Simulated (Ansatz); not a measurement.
# GaN: what the fields show

The calculation's input:

```
crystal:
  lattice:
    - [3.1799996605, 0.0, 0.0]
    - [-1.5899998303, 2.7264208851, 0.0]
    - [0.0, 0.0, 5.166]
  atoms:
    - { symbol: Ga, position: [0.3333333333, 0.6666666667, 0.0] }
    - { symbol: Ga, position: [0.6666666667, 0.3333333333, 0.5] }
    - { symbol: "N", position: [0.3333333333, 0.6666666667, 0.375] }
    - { symbol: "N", position: [0.6666666667, 0.3333333333, 0.875] }
basis:
  ecutwfc: 500
kpoints:
  mp_grid: { grid: [12, 12, 6] }
hamiltonian:
  xc: r2scan
scf:
  occupations: { method: gaussian, width: 0.05 }
output:
  forces: true
  stress: true
  eigenvalues: true
  write_density: true
  write_potential: true
  elf: true
  volumetric_format: npy
```

Run with:

```sh
ansatz run input.yaml --threads 1 --pin off --max-ram 2560MiB --backend cpu --events-out ev --progress --plain --runs-dir out
```

Below, planes, directions and counts refer to the conventional cell (a = 3.18 Å, b = 5.45 Å, c = 5.17 Å, α = 90.00°, β = 90.00°, γ = 90.00°).

Space group Cmc2₁; changed on purpose from its base cell (strain -0.0100 x Voigt [0, 1, 0, 0, 0, 0], atoms carried along); computed pressure about 3 GPa in this cell.

These are results of DFT r2SCAN, scalar-relativistic, plane waves, PAW (Ansatz), not measurements.

The density is the valence pseudo-density of a PAW calculation; it isn't the true density close to the nuclei.

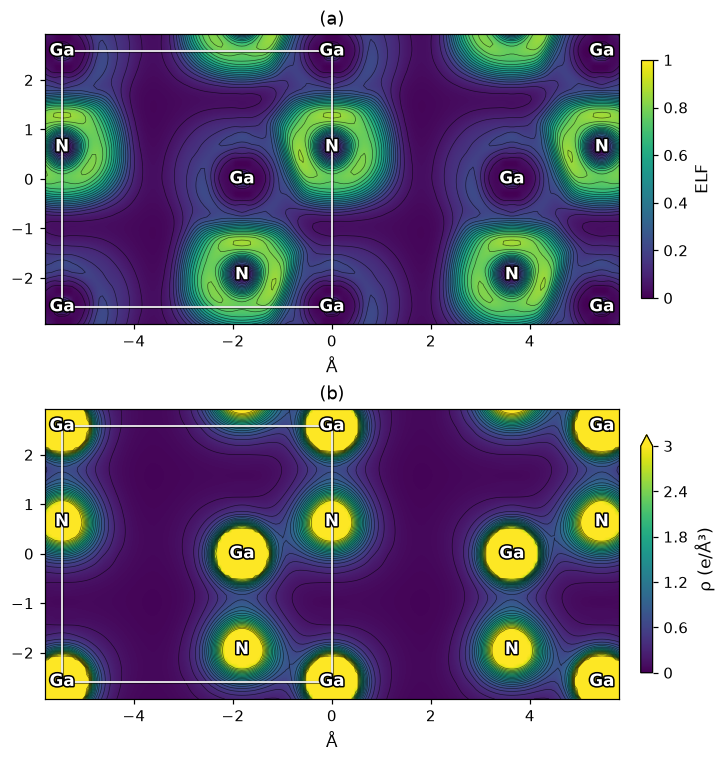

Figure 1. (a) electron localisation function; (b) valence electron density on the (100) plane of the conventional cell.

### Read the bonding off the picture.

Atoms in the plane: Ga and N.
Ga–N (1.94 Å): the density is about 0.78 e/Å³ at the midpoint; the ELF peaks at about 0.85 in the valence shell of N, 0.7 Å from its nucleus, and is about 0.50 at the midpoint.
Between the atoms the lowest density in this plane is 0.03 e/Å³.

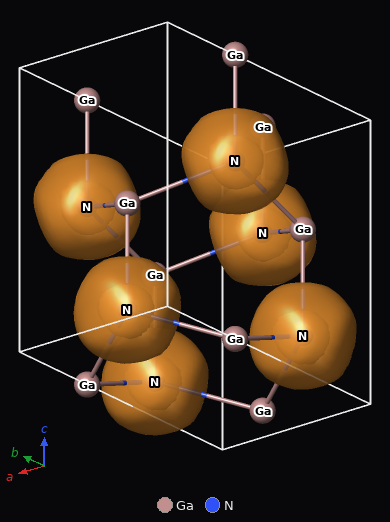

Figure 2. Isosurface of the ELF at 0.7 (orange), seen at an oblique angle. Only the valence region is drawn (cores and ρ < 0.01 e/Å³ removed). Sticks mark near contacts.

### Where are the electrons localised?

At this value the surface marks out four regions wrapped around N (the valence shell of each), counted in one cell of 8 atoms. Regions shared between cells count once. Profiles from the grid: Ga–N (1.93 Å): the ELF peaks at about 0.85 in the valence shell of N, 0.7 Å from its nucleus, and is about 0.50 at the midpoint.

### Does the calculation give a band gap?

It is gapped, with a Kohn–Sham gap of 2.4 eV on the k-point mesh (the band edges may lie off the mesh, which would make the gap smaller).
